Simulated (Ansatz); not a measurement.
SiW$_{3}$

Input

```
crystal:
  lattice:
    - [0.0, -5.2075323816, 0.0]
    - [-5.2075323816, 0.0, 0.0]
    - [0.0, 0.0, -5.2075323816]
  atoms:
    - { symbol: Si, position: [0.0264781498, 0.0264781498, 0.0] }
    - { symbol: Si, position: [0.4735218502, 0.4735218502, 0.5] }
    - { symbol: W, position: [0.5055199018, 0.5055199018, 0.0] }
    - { symbol: W, position: [0.9944800982, 0.9944800982, 0.5] }
    - { symbol: W, position: [0.513805248, -0.0055199018, 0.0] }
    - { symbol: W, position: [-0.013805248, 0.5055199018, 0.5] }
    - { symbol: W, position: [-0.0055199018, 0.513805248, 0.0] }
    - { symbol: W, position: [0.5055199018, -0.013805248, 0.5] }
basis:
  ecutwfc: 420
kpoints:
  mp_grid: { grid: [10, 10, 10] }
hamiltonian:
  xc: pbe
scf:
  occupations: { method: gaussian, width: 0.15 }
output:
  forces: true
  stress: true
  eigenvalues: true
  write_density: true
  write_potential: true
  elf: true
  volumetric_format: npy
```

Launched as:

```sh
ansatz run input.yaml --threads 2 --pin off --max-ram 5120MiB --backend cpu --events-out ev --progress --plain --runs-dir out
```

Below, planes, directions and counts refer to the conventional cell (a = 7.36 Å, b = 7.36 Å, c = 5.21 Å, α = 90.00°, β = 90.00°, γ = 90.00°).

Space group Cmcm; a structure from a database of computed crystals, not necessarily the ambient phase; not relaxed (largest force 1.3 eV/Å).

These are results of DFT PBE, scalar-relativistic, plane waves, PAW in Ansatz, not measurements.

Core electrons are frozen (PAW), and the valence fields are smoothed inside the atomic spheres.

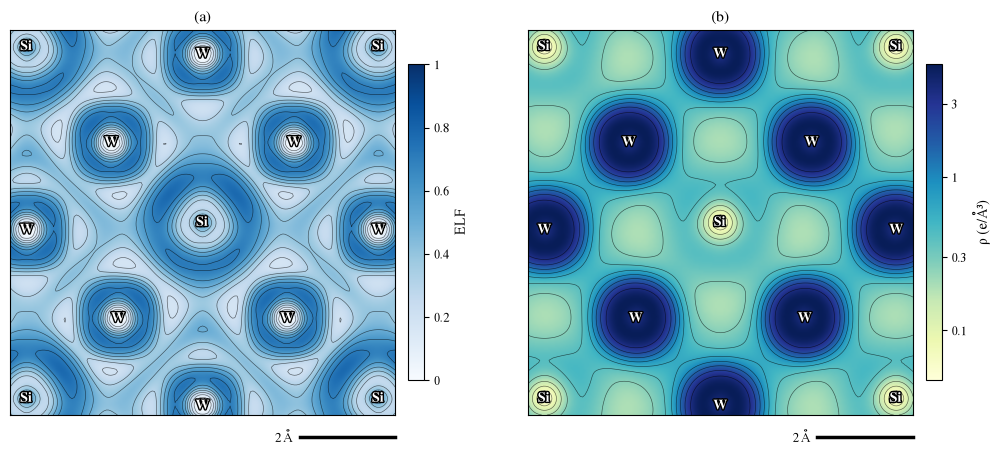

Figure 1. (a) electron localisation function; (b) valence pseudo-density on the (001) plane of the conventional cell.

> What do the fields say about this system?

- The section cuts through Si and W sites.
- Si–W (2.54 Å): ρ is about 0.47 e/Å³ halfway; the ELF peaks at about 0.80 in the valence shell of Si, 0.9 Å from its nucleus, and is about 0.50 at the midpoint.
- W–W (2.55 Å): the density is about 0.61 e/Å³ at the midpoint; the ELF is about 0.45 at the midpoint.
- W–W (2.66 Å): ρ is about 0.49 e/Å³ halfway; the ELF is about 0.40 at the midpoint.
- Si–W (2.67 Å): the density is about 0.35 e/Å³ at the midpoint; the ELF peaks at about 0.70 in the valence shell of Si, 0.9 Å from its nucleus, and is about 0.40 at the midpoint.
- Between the atoms the lowest density in this plane is 0.19 e/Å³.
- The features right at W lie inside the PAW spheres, where the map follows smoothed inner orbitals and isn't to be read closely.

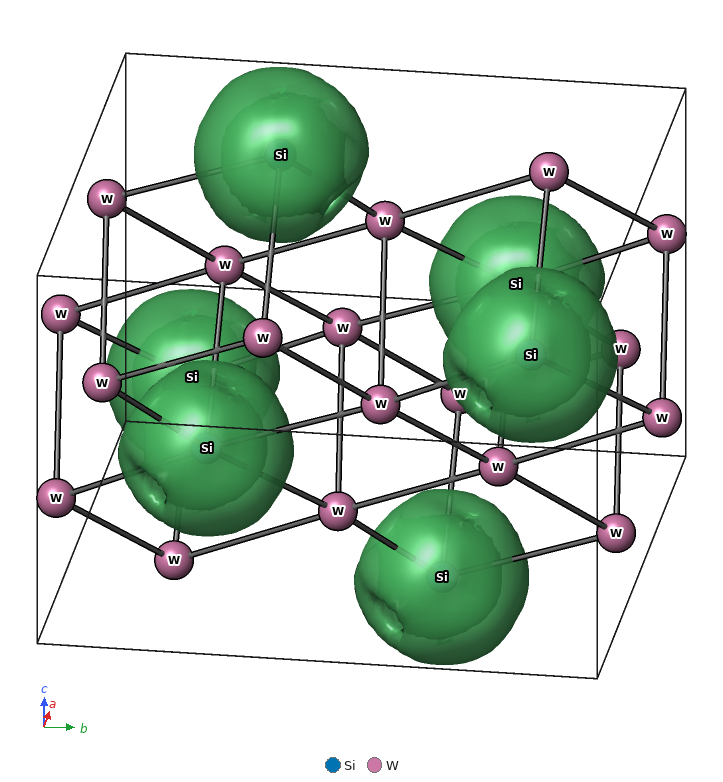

Figure 2. Isosurface of the electron localisation function at 0.65 (green), seen at an oblique angle. Only the valence region is drawn (cores and ρ < 0.01 e/Å³ removed). Sticks mark near contacts.

> Identify the bonds, lone pairs and shells in this picture.

The surface consists of four regions wrapped around Si (the valence shell of each), counted in one cell of 16 atoms. Regions shared between cells count once.

> Metal or insulator at this level of theory?

It is metallic or semimetallic at this level of theory: no gap opens.
